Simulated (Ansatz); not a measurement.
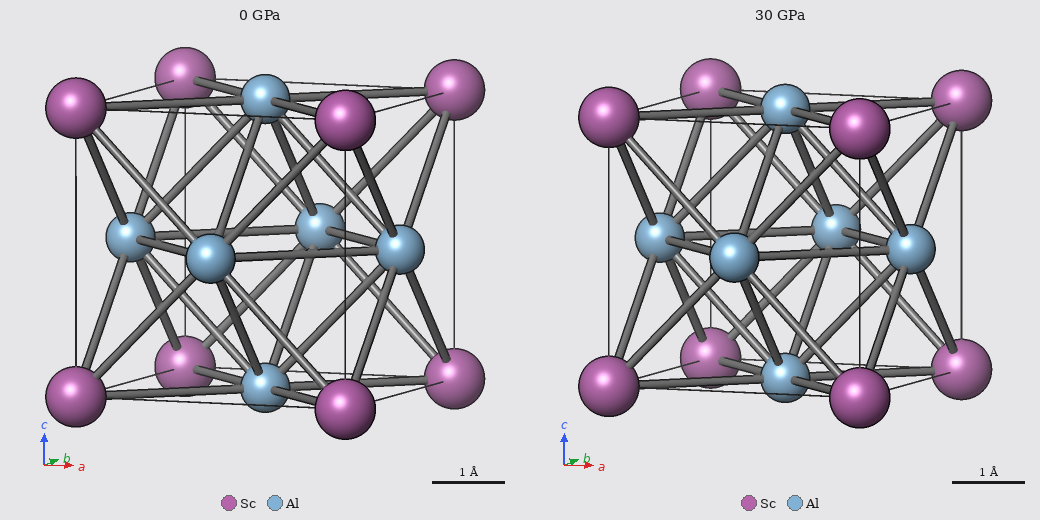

ScAl3, Cu₃Au (L1₂) type, space group Pm-3m (No. 221), relaxed (cell and atoms) under a series of hydrostatic pressures; the conventional cell is drawn at the lowest and the highest, to one scale (sticks follow a distance rule). The start was a structure listed in the Materials Project.

Alike in all runs: Ansatz 0.2.0; functional PBEsol; potentials Ansatz PAW; cutoff 420 eV; k mesh 7 × 7 × 7 on the run's cell of 4 atoms; occupations fermi-dirac, width 0.05 eV; no spin polarisation; no spin-orbit coupling.

| pressure (GPa) | volume (Å³/atom) | a (Å) |
| --- | --- | --- |
| 0.0 | 16.871 | 4.071 |
| 2.0 | 16.524 | 4.043 |
| 5.0 | 16.060 | 4.005 |
| 10.0 | ? | ? |
| 20.0 | 14.400 | 3.862 |
| 30.0 | 13.630 | 3.792 |

Fit a third-order Birch-Murnaghan equation to the rows given and use it to fill in the volume that is left out.

The fit gives V0 = 16.87 Å³/atom, B0 = 93 GPa and B0′ = 3.9, which puts the volume at 10.0 GPa at 15.41 Å³/atom. The run gave volume 15.410 Å³/atom; a 3.950 Å.

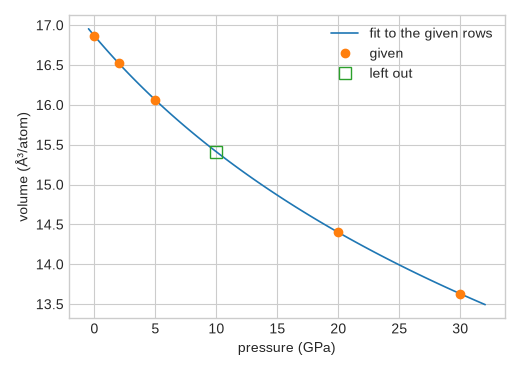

Volume against pressure, with the fit. The structure was kept in its own symmetry, so a change to another phase within this range wouldn't be seen.

Caveat: the plane-wave basis is chosen anew once the cell has moved, so the energies of steps on either side of that aren't comparable.
